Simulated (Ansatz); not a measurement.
# Geometry relaxation, with input and output: Si6N (part 2 of 3)

The same run, continued: Si6N (slab, 7 atoms in the cell); DFT PBEsol, scalar-relativistic, plane waves, PAW, spin-polarised (Ansatz 0.2.0); cutoff 420 eV, 9×9×1 k-mesh, Gaussian smearing of 0.05 eV, collinear spins. The structure derives from an entry of the Crystallography Open Database. The input holds or restrains some coordinates. Forces given for the steps count only the free coordinates. It belongs to a series of runs on one base structure; here: N put at a top Si site.

Geometry of the input (Å; fractional positions):
```
3.8417  0.0000  0.0000
-1.9209  3.3270  0.0000
0.0000  0.0000  26.0577
Si 0.3333  0.6667  0.3262
Si 0.0000  0.0000  0.3563
Si 0.0000  0.0000  0.4466
Si 0.6667  0.3333  0.4759
Si 0.6667  0.3333  0.5685
Si 0.3333  0.6667  0.5944
N  0.3333  0.6667  0.6642
```

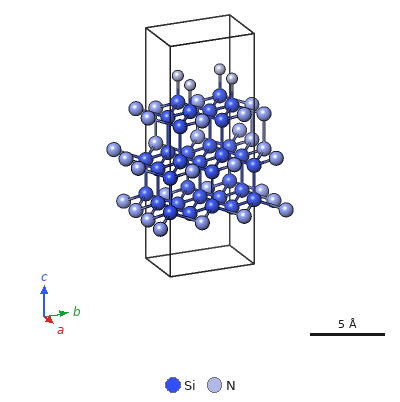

*The geometry at step 1 of the log (ball-and-stick view of the 2 × 2 repeat of the cell, with the vacuum cut short, seen slightly off an axis; neighbours outside the cell are drawn fainter).*

The program's output, continued
```
SCF iter   1: F=—  HF=-4102.641437 eV  |F-HF|=—  |Δ(HF+E_count)|=         —  Δρ=3.43e-2 (↑1.65e-2 ↓3.43e-2)  dr2=1.66e1  dr2_m=1.16e0  M=1.323 μB ∫|m|=1.703 μB  β_m=0.30  ethr=3.10e-3  p=-0.000 e·Å  D=-2.37e-10 V/Å  ΔV_dip=0.00 eV  dr2_dipole=8.26e0  V_vac-E_F(+/−)=6.44/6.44 eV  ⟨swp⟩=10.9  Hψ=4029  notcnv=0
efield: sawtooth ramp at fractional position 0.9752 (placed from the atoms, in the widest stretch of the axis that holds none; the zero of the levels goes with the place), width 0.0400; the density the first Hamiltonian is built on has a dipole p = -0.000 e·Å; the dipole correction subtracts the counter field D = -2.37e-10 V/Å, which shifts the + side's vacuum level by +0.00 eV against the − side's; the planar-averaged density in the ramp window peaks in size at 6.1e-8 e/Å³
preconditioner: auto → LDOS  [metal: Δε(μ)=0.027 eV  Ē_g=7.992 eV  σ=0.050 eV  W_gap=0.29  n_scr=14 (ndim 8)  ℏωp=10.8 eV  f_vac=0.521  D(μ)=5.99/eV (n_scr^D=14)]
spin=Collinear: LDOS preconditioning applied to the charge; magnetization (m = ρ↑ − ρ↓) channel mixes plain (no charge-response kernel on spin).
SCF iter   2: F=—  HF=-4102.788205 eV  |F-HF|=—  |Δ(HF+E_count)|=   1.47e-1  Δρ=2.95e-2 (↑1.20e-2 ↓2.95e-2)  dr2=2.40e1  dr2_m=7.46e-1  M=1.031 μB ∫|m|=1.557 μB  β_m=0.30  ethr=3.10e-3  p=-0.025 e·Å  D=-1.35e-2 V/Å  ΔV_dip=0.35 eV  dr2_dipole=1.32e1  V_vac-E_F(+/−)=6.62/6.27 eV  ⟨swp⟩=1.8  Hψ=815  notcnv=0  defer=2  κ⁻¹=1.0e0(r=1)
preconditioner: auto → none  [insulator: Δε(μ)=0.061 eV  Ē_g=7.910 eV  σ=0.050 eV  W_gap=0.61  n_scr=14 (ndim 8)  ℏωp=10.8 eV  f_vac=0.522  D(μ)=2.54/eV (n_scr^D=8)  ε∞_Penn≈2.9]
SCF iter   3: F=—  HF=-4105.217145 eV  |F-HF|=—  |Δ(HF+E_count)|=    2.43e0  Δρ=2.75e-2 (↑2.75e-2 ↓2.01e-2)  dr2=6.17e1  dr2_m=2.20e-1  M=1.397 μB ∫|m|=1.738 μB  β_m=0.30  ethr=3.10e-3  p=-0.411 e·Å  D=-2.23e-1 V/Å  ΔV_dip=5.81 eV  dr2_dipole=3.26e1  V_vac-E_F(+/−)=9.11/3.29 eV  ⟨swp⟩=4.8  Hψ=1949  notcnv=0  defer=64  κ⁻¹=9.8e-4(r=2)
SCF iter   4: F=—  HF=-4103.266576 eV  |F-HF|=—  |Δ(HF+E_count)|=    1.95e0  Δρ=2.37e-2 (↑2.37e-2 ↓1.11e-2)  dr2=3.60e1  dr2_m=1.54e-1  M=1.576 μB ∫|m|=1.682 μB  β_m=0.30  ethr=3.10e-3  p=-0.315 e·Å  D=-1.71e-1 V/Å  ΔV_dip=4.46 eV  dr2_dipole=1.70e1  V_vac-E_F(+/−)=9.12/4.66 eV  ⟨swp⟩=3.9  Hψ=1436  notcnv=0  defer=56  κ⁻¹=9.0e-4(r=3)
SCF iter   5: F=—  HF=-4102.448324 eV  |F-HF|=—  |Δ(HF+E_count)|=   8.18e-1  Δρ=8.64e-3 (↑8.64e-3 ↓7.20e-3)  dr2=8.16e0  dr2_m=3.90e-2  M=1.839 μB ∫|m|=1.957 μB  β_m=0.30  ethr=3.10e-3  p=-0.279 e·Å  D=-1.52e-1 V/Å  ΔV_dip=3.95 eV  dr2_dipole=4.68e0  V_vac-E_F(+/−)=8.56/4.61 eV  ⟨swp⟩=2.9  Hψ=926  notcnv=0  defer=67  κ⁻¹=1.0e-4(r=4)
SCF iter   6: F=—  HF=-4102.220806 eV  |F-HF|=—  |Δ(HF+E_count)|=   2.28e-1  Δρ=4.78e-3 (↑4.48e-3 ↓4.78e-3)  dr2=2.99e-1  dr2_m=5.24e-2  M=1.861 μB ∫|m|=2.043 μB  β_m=1.00  ethr=3.10e-3  p=-0.197 e·Å  D=-1.07e-1 V/Å  ΔV_dip=2.79 eV  dr2_dipole=1.22e-1  V_vac-E_F(+/−)=7.84/5.04 eV  ⟨swp⟩=2.0  Hψ=712  notcnv=0  defer=59  κ⁻¹=7.4e-5(r=5)
SCF iter   7: F=—  HF=-4102.275253 eV  |F-HF|=—  |Δ(HF+E_count)|=   5.44e-2  Δρ=2.09e-3 (↑1.99e-3 ↓2.09e-3)  dr2=3.05e-1  dr2_m=2.73e-3  M=1.807 μB ∫|m|=2.119 μB  β_m=0.30  ethr=1.03e-3  p=-0.211 e·Å  D=-1.15e-1 V/Å  ΔV_dip=2.99 eV  dr2_dipole=1.60e-1  V_vac-E_F(+/−)=7.81/4.82 eV  ⟨swp⟩=1.8  Hψ=784  notcnv=0  defer=58  κ⁻¹=3.5e-5(r=6)
SCF iter   8: F=—  HF=-4102.279978 eV  |F-HF|=—  |Δ(HF+E_count)|=   4.72e-3  Δρ=1.39e-3 (↑1.28e-3 ↓1.39e-3)  dr2=1.71e-1  dr2_m=2.08e-3  M=1.777 μB ∫|m|=2.139 μB  β_m=0.30  ethr=1.03e-3  p=-0.211 e·Å  D=-1.14e-1 V/Å  ΔV_dip=2.98 eV  dr2_dipole=9.51e-2  V_vac-E_F(+/−)=7.71/4.73 eV  ⟨swp⟩=1.0  Hψ=501  notcnv=0  defer=58  κ⁻¹=1.1e-5(r=7)
SCF iter   9: F=—  HF=-4102.278191 eV  |F-HF|=—  |Δ(HF+E_count)|=   1.79e-3  Δρ=9.12e-4 (↑9.12e-4 ↓8.72e-4)  dr2=3.85e-3  dr2_m=2.17e-3  M=1.725 μB ∫|m|=2.167 μB  β_m=0.30  ethr=5.90e-4  p=-0.196 e·Å  D=-1.06e-1 V/Å  ΔV_dip=2.77 eV  dr2_dipole=1.09e-3  V_vac-E_F(+/−)=7.51/4.74 eV  ⟨swp⟩=1.0  Hψ=536  notcnv=0  defer=60  κ⁻¹=1.6e-6(r=8)
SCF iter  10: F=—  HF=-4102.281629 eV  |F-HF|=—  |Δ(HF+E_count)|=   3.44e-3  Δρ=9.21e-4 (↑9.21e-4 ↓8.90e-4)  dr2=5.07e-3  dr2_m=2.33e-3  M=1.660 μB ∫|m|=2.208 μB  β_m=0.30  ethr=1.33e-5  p=-0.192 e·Å  D=-1.04e-1 V/Å  ΔV_dip=2.71 eV  dr2_dipole=2.72e-3  V_vac-E_F(+/−)=7.44/4.73 eV  ⟨swp⟩=2.4  Hψ=922  notcnv=0  defer=60  κ⁻¹=4.6e-7(r=8)
SCF iter  11: F=—  HF=-4102.285329 eV  |F-HF|=—  |Δ(HF+E_count)|=   3.70e-3  Δρ=9.98e-4 (↑9.98e-4 ↓9.36e-4)  dr2=3.51e-3  dr2_m=2.79e-3  M=1.589 μB ∫|m|=2.267 μB  β_m=0.30  ethr=1.33e-5  p=-0.193 e·Å  D=-1.05e-1 V/Å  ΔV_dip=2.73 eV  dr2_dipole=1.82e-3  V_vac-E_F(+/−)=7.45/4.72 eV  ⟨swp⟩=1.8  Hψ=627  notcnv=0  defer=58  κ⁻¹=7.3e-7(r=8)
SCF iter  12: F=—  HF=-4102.289676 eV  |F-HF|=—  |Δ(HF+E_count)|=   4.35e-3  Δρ=1.20e-3 (↑1.20e-3 ↓1.13e-3)  dr2=6.88e-4  dr2_m=4.10e-3  M=1.496 μB ∫|m|=2.350 μB  β_m=0.30  ethr=1.21e-5  p=-0.195 e·Å  D=-1.06e-1 V/Å  ΔV_dip=2.77 eV  dr2_dipole=1.58e-4  V_vac-E_F(+/−)=7.48/4.71 eV  ⟨swp⟩=1.6  Hψ=530  notcnv=0  defer=58  κ⁻¹=9.7e-7(r=8)
SCF iter  13: F=—  HF=-4102.297190 eV  |F-HF|=—  |Δ(HF+E_count)|=   7.51e-3  Δρ=1.62e-3 (↑1.62e-3 ↓1.36e-3)  dr2=1.12e-2  dr2_m=6.46e-3  M=1.372 μB ∫|m|=2.449 μB  β_m=0.30  ethr=2.37e-6  p=-0.194 e·Å  D=-1.06e-1 V/Å  ΔV_dip=2.75 eV  dr2_dipole=4.44e-3  V_vac-E_F(+/−)=7.44/4.69 eV  ⟨swp⟩=2.2  Hψ=828  notcnv=0  defer=58  κ⁻¹=3.7e-7(r=8)
SCF iter  14: F=—  HF=-4102.306170 eV  |F-HF|=—  |Δ(HF+E_count)|=   8.98e-3  Δρ=1.51e-3 (↑1.51e-3 ↓1.36e-3)  dr2=3.15e-3  dr2_m=6.10e-3  M=1.313 μB ∫|m|=2.515 μB  β_m=1.00  ethr=2.37e-6  p=-0.195 e·Å  D=-1.06e-1 V/Å  ΔV_dip=2.76 eV  dr2_dipole=7.50e-4  V_vac-E_F(+/−)=7.45/4.69 eV  ⟨swp⟩=2.2  Hψ=841  notcnv=0  defer=59  κ⁻¹=6.0e-6(r=8)
SCF iter  15: F=—  HF=-4102.337024 eV  |F-HF|=—  |Δ(HF+E_count)|=   3.09e-2  Δρ=1.60e-3 (↑1.60e-3 ↓1.28e-3)  dr2=2.78e-2  dr2_m=5.36e-3  M=1.076 μB ∫|m|=2.718 μB  β_m=1.20  ethr=2.37e-6  p=-0.195 e·Å  D=-1.06e-1 V/Å  ΔV_dip=2.76 eV  dr2_dipole=9.42e-3  V_vac-E_F(+/−)=7.38/4.62 eV  ⟨swp⟩=3.2  Hψ=1239  notcnv=0  defer=59
Mixer restart at iter 15: flushing history
spin-set hold released at iteration 15 (site moments' squared step at or under half its running peak, from the soft ceiling on): the magnetisation degrees of freedom join the quasi-Newton model from the next iteration; the mixer history was flushed
SCF iter  16: F=—  HF=-4102.393321 eV  |F-HF|=—  |Δ(HF+E_count)|=   5.63e-2  Δρ=1.59e-3 (↑1.18e-3 ↓1.59e-3)  dr2=5.21e-1  dr2_m=7.60e-4  M=1.020 μB ∫|m|=2.778 μB  β_m=1.20  ethr=2.37e-6  p=-0.251 e·Å  D=-1.36e-1 V/Å  ΔV_dip=3.55 eV  dr2_dipole=3.00e-1  V_vac-E_F(+/−)=7.85/4.31 eV  ⟨swp⟩=4.0  Hψ=1645  notcnv=0  defer=62  κ⁻¹=1.0e0(r=1)
density mixer auto → broyden: no gap read (density of states about μ 0.55 of a free-electron gas's, 14 screened modes)
SCF iter  17: F=—  HF=-4102.359482 eV  |F-HF|=—  |Δ(HF+E_count)|=   3.38e-2  Δρ=6.92e-4 (↑6.92e-4 ↓6.02e-4)  dr2=8.64e-3  dr2_m=5.22e-4  M=1.001 μB ∫|m|=2.818 μB  β_m=1.20  ethr=2.37e-6  p=-0.198 e·Å  D=-1.08e-1 V/Å  ΔV_dip=2.80 eV  dr2_dipole=1.77e-3  V_vac-E_F(+/−)=7.36/4.55 eV  ⟨swp⟩=3.3  Hψ=1361  notcnv=0  defer=61  κ⁻¹=2.2e-3(r=2)
SCF iter  18: F=—  HF=-4102.360416 eV  |F-HF|=—  |Δ(HF+E_count)|=   9.33e-4  Δρ=4.25e-4 (↑4.25e-4 ↓3.79e-4)  dr2=3.96e-3  dr2_m=6.20e-5  M=1.000 μB ∫|m|=2.834 μB  β_m=1.20  ethr=2.37e-6  p=-0.200 e·Å  D=-1.08e-1 V/Å  ΔV_dip=2.83 eV  dr2_dipole=3.32e-6  V_vac-E_F(+/−)=7.40/4.58 eV  ⟨swp⟩=2.2  Hψ=948  notcnv=0  defer=58  κ⁻¹=8.2e-4(r=3)
SCF iter  19: F=—  HF=-4102.359606 eV  |F-HF|=—  |Δ(HF+E_count)|=   8.10e-4  Δρ=2.43e-4 (↑2.43e-4 ↓2.25e-4)  dr2=5.88e-4  dr2_m=4.48e-5  M=1.000 μB ∫|m|=2.842 μB  β_m=1.20  ethr=2.37e-6  p=-0.198 e·Å  D=-1.08e-1 V/Å  ΔV_dip=2.81 eV  dr2_dipole=7.80e-6  V_vac-E_F(+/−)=7.38/4.57 eV  ⟨swp⟩=2.2  Hψ=831  notcnv=0  defer=58  κ⁻¹=2.1e-4(r=4)
SCF iter  20: F=—  HF=-4102.359552 eV  |F-HF|=—  |Δ(HF+E_count)|=   5.40e-5  Δρ=1.26e-4 (↑1.08e-4 ↓1.26e-4)  dr2=1.18e-4  dr2_m=2.57e-5  M=1.000 μB ∫|m|=2.833 μB  β_m=1.20  ethr=2.03e-6  p=-0.197 e·Å  D=-1.07e-1 V/Å  ΔV_dip=2.79 eV  dr2_dipole=1.53e-6  V_vac-E_F(+/−)=7.39/4.60 eV  ⟨swp⟩=2.1  Hψ=809  notcnv=0  defer=58  κ⁻¹=4.6e-5(r=5)
SCF iter  21: F=-4102.359588 eV  HF=-4102.359597 eV  |F-HF|=8.86e-6  |Δ(HF+E_count)|=   4.44e-5  Δρ=3.04e-5 (↑3.04e-5 ↓2.68e-5)  dr2=1.43e-5  dr2_m=5.30e-7  M=1.000 μB ∫|m|=2.837 μB  ethr=7.76e-8  p=-0.196 e·Å  D=-1.07e-1 V/Å  ΔV_dip=2.78 eV  dr2_dipole=7.78e-7  V_vac-E_F(+/−)=7.39/4.61 eV  ⟨swp⟩=22.1  Hψ=6552  notcnv=0
SCF 1 converged in 21 iterations: F = -4102.359588 eV  dr2 = 1.43e-5
  greatest PAW one-centre occupation: 0.850 electrons in one spin orbital (limit 2), on the N atom at site 6 (counted from 0), in its partial waves of l = 0
relax step   1: F+E_penalty+E_count = -4102.35958791 eV  Δ(F+E_penalty+E_count) = +0.000e0 eV  max|allowed force component| = 1.672e0 eV/Å  Δτ_max = 0.0000 Å  (21 SCF iters, dr2 threshold 2.25e-5 eV, accepted)
Initial density: handed on by an earlier stage of this run
Starting moments: Σ|m| = 3 μB on 1 of 7 sites; this step starts from the density that it was given
Initial wavefunctions: those handed on with the density
iter 1 solved again at ethr=4.68e-5 eV; its pass at ethr=3.10e-3 eV (dr2=1.36e-2 eV) is discarded
SCF iter   1: F=—  HF=-4102.422301 eV  |F-HF|=—  |Δ(HF+E_count)|=         —  Δρ=1.90e-3 (↑1.37e-3 ↓1.90e-3)  dr2=1.47e-2  dr2_m=4.16e-3  M=0.999 μB ∫|m|=2.831 μB  β_m=1.20  ethr=4.68e-5  p=-0.196 e·Å  D=-1.07e-1 V/Å  ΔV_dip=2.78 eV  dr2_dipole=3.65e-3  V_vac-E_F(+/−)=7.38/4.60 eV  ⟨swp⟩=1.9  Hψ=2269  notcnv=0  defer=66
efield: sawtooth ramp at fractional position 0.9752 (handed on by an earlier solve), width 0.0400; the density the first Hamiltonian is built on has a dipole p = -0.196 e·Å; the dipole correction subtracts the counter field D = -1.07e-1 V/Å, which shifts the + side's vacuum level by +2.78 eV against the − side's; the planar-averaged density in the ramp window peaks in size at 3.1e-7 e/Å³
preconditioner: auto → none  [insulator: Δε(μ)=0.154 eV  Ē_g=8.037 eV  σ=0.050 eV  W_gap=0.96  n_scr=14 (ndim 8)  ℏωp=11.0 eV  f_vac=0.529  D(μ)=0.12/eV (n_scr^D=2)  ε∞_Penn≈2.9]
SCF iter   2: F=—  HF=-4102.440081 eV  |F-HF|=—  |Δ(HF+E_count)|=   1.78e-2  Δρ=1.24e-3 (↑1.24e-3 ↓1.17e-3)  dr2=2.18e-1  dr2_m=3.69e-4  M=1.000 μB ∫|m|=2.810 μB  β_m=1.20  ethr=4.68e-5  p=-0.231 e·Å  D=-1.26e-1 V/Å  ΔV_dip=3.27 eV  dr2_dipole=1.20e-1  V_vac-E_F(+/−)=7.72/4.45 eV  ⟨swp⟩=3.3  Hψ=1030  notcnv=0  defer=66  κ⁻¹=1.0e0(r=1)
density mixer auto → broyden: gapped, with few screened modes (density of states about μ 0.55 of a free-electron gas's, 14 screened modes)
SCF iter   3: F=—  HF=-4102.425698 eV  |F-HF|=—  |Δ(HF+E_count)|=   1.44e-2  Δρ=7.29e-4 (↑7.29e-4 ↓7.02e-4)  dr2=5.38e-3  dr2_m=4.27e-5  M=1.000 μB ∫|m|=2.830 μB  β_m=1.20  ethr=4.68e-5  p=-0.198 e·Å  D=-1.07e-1 V/Å  ΔV_dip=2.80 eV  dr2_dipole=1.53e-3  V_vac-E_F(+/−)=7.41/4.61 eV  ⟨swp⟩=2.2  Hψ=817  notcnv=0  defer=69  κ⁻¹=3.9e-3(r=2)
SCF iter   4: F=—  HF=-4102.425257 eV  |F-HF|=—  |Δ(HF+E_count)|=   4.41e-4  Δρ=4.82e-4 (↑4.36e-4 ↓4.82e-4)  dr2=1.68e-3  dr2_m=7.19e-6  M=1.000 μB ∫|m|=2.830 μB  β_m=1.20  ethr=1.86e-5  p=-0.201 e·Å  D=-1.09e-1 V/Å  ΔV_dip=2.85 eV  dr2_dipole=3.82e-6  V_vac-E_F(+/−)=7.42/4.57 eV  ⟨swp⟩=1.4  Hψ=515  notcnv=0  defer=69  κ⁻¹=1.8e-3(r=3)
SCF iter   5: F=—  HF=-4102.425123 eV  |F-HF|=—  |Δ(HF+E_count)|=   1.34e-4  Δρ=2.73e-4 (↑2.32e-4 ↓2.73e-4)  dr2=7.21e-4  dr2_m=6.17e-6  M=1.000 μB ∫|m|=2.832 μB  β_m=1.20  ethr=5.79e-6  p=-0.201 e·Å  D=-1.09e-1 V/Å  ΔV_dip=2.85 eV  dr2_dipole=2.55e-6  V_vac-E_F(+/−)=7.44/4.59 eV  ⟨swp⟩=2.0  Hψ=599  notcnv=0  defer=69  κ⁻¹=6.3e-4(r=4)
SCF iter   6: F=-4102.425036 eV  HF=-4102.425058 eV  |F-HF|=2.22e-5  |Δ(HF+E_count)|=   6.50e-5  Δρ=5.31e-5 (↑5.31e-5 ↓4.60e-5)  dr2=3.24e-5  dr2_m=6.67e-7  M=1.000 μB ∫|m|=2.832 μB  ethr=3.45e-7  p=-0.201 e·Å  D=-1.09e-1 V/Å  ΔV_dip=2.85 eV  dr2_dipole=3.99e-6  V_vac-E_F(+/−)=7.43/4.58 eV  ⟨swp⟩=20.9  Hψ=6642  notcnv=0
SCF 2 converged in 6 iterations: F = -4102.425036 eV  dr2 = 3.24e-5
[... from here on the iterations of each SCF are left out, up to the last one ...]
```
